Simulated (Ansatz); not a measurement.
Si₃₂C₃₁ (cell charge +1, with a compensating background) (cell with a defect), 63 atoms, a = 8.19 Å, b = 8.19 Å, c = 10.13 Å, α = 90.00°, β = 90.00°, γ = 98.21°.

Spin-polarised.

Level of theory: Ansatz, DFT PBE, scalar-relativistic, plane waves, PAW.

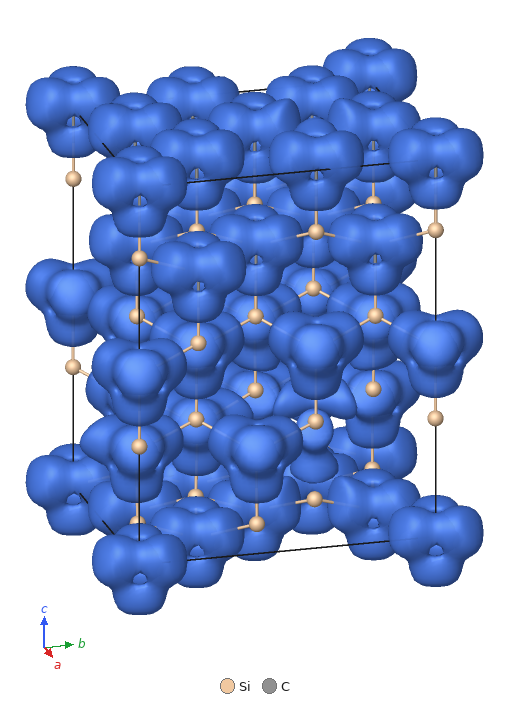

Si₃₂C₃₁ (cell charge +1, with a compensating background) (cell with a defect). Isosurface of the ELF at 0.7 (blue), seen slightly off an axis. Only the valence region is drawn (cores and ρ < 0.01 e/Å³ removed). Sticks mark near contacts.

In a PAW calculation such maps are meaningful between the atoms, not at the nuclei.

**Identify the bonds, lone pairs and shells in this picture.**

The surface consists of 31 regions on C in which the atom's valence shell and bonds are merged and two pockets between the atoms, centred on no nucleus (multi-centre or interstitial), counted in one cell of 63 atoms. Any copies at cell faces, edges or corners count once. Profiles from the grid: Si–C (1.86 Å): the ELF peaks at about 0.90 between the atoms; a covalent bond. Si–C (1.90 Å): the ELF peaks at about 0.95 between the atoms, as expected for a covalent bond.
